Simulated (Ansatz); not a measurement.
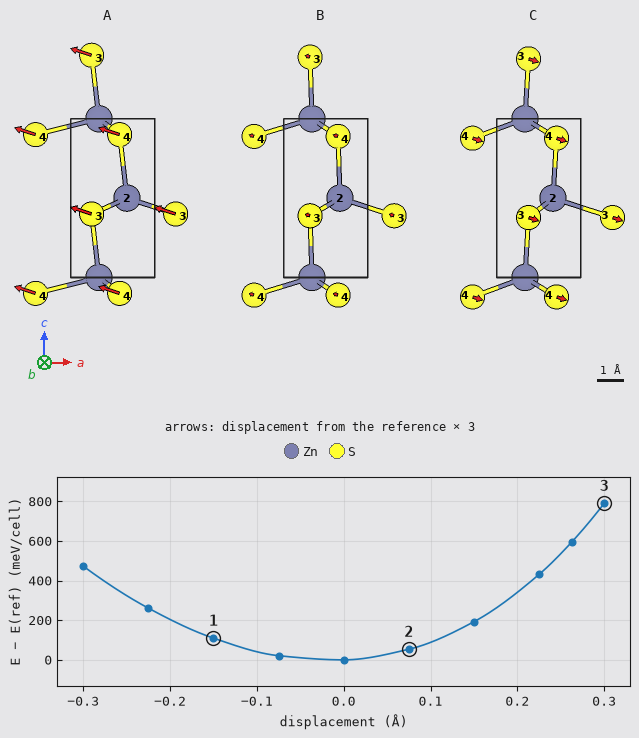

A scan of solid ZnS (P6_3mc): the whole S sublattice is shifted rigidly, towards the nearest copy of atom 2 (Zn) at 2.314 Å, all else fixed. The frames are shuffled; the numbered points of the plot belong to them. The picture is a ball-and-stick view of the cell of the calculation, repeated 1 × 2 × 1 with one cell outlined, seen along the b axis. Red arrows: displacements from the reference.

These are results of Ansatz, DFT PBE, scalar-relativistic, plane waves, PAW, not measurements. (plane-wave cutoff 420 eV; k-point mesh 12 × 12 × 6; occupations fermi dirac; smearing width 0.02 eV; no spin polarisation). Energies (free energies at the smearing named) are counted from the cell as listed in its source, which wasn't relaxed.

Which frame belongs to which numbered point?

Answer. Point 1 is frame C (the displacement −0.15 Å, 110 meV/cell); 2 is frame B (the displacement 0.075 Å, 54 meV/cell); 3 is frame A (the displacement 0.30 Å, 790 meV/cell). The lowest computed point lies at the displacement 0.00 Å (0 meV/cell). At the ends of the scan the energy is 473 meV/cell (−0.30 Å) and 790 meV/cell (0.30 Å). The curvature at zero is about 13 eV/Å² per cell. The well is lopsided: at ±0.3000 Å the energy is 1.7 times higher on the positive side. At the highest point the shortest interatomic distance is 2.01 Å, against 2.31 Å in the reference. The distortion takes the space group from P6_3mc to Cm.
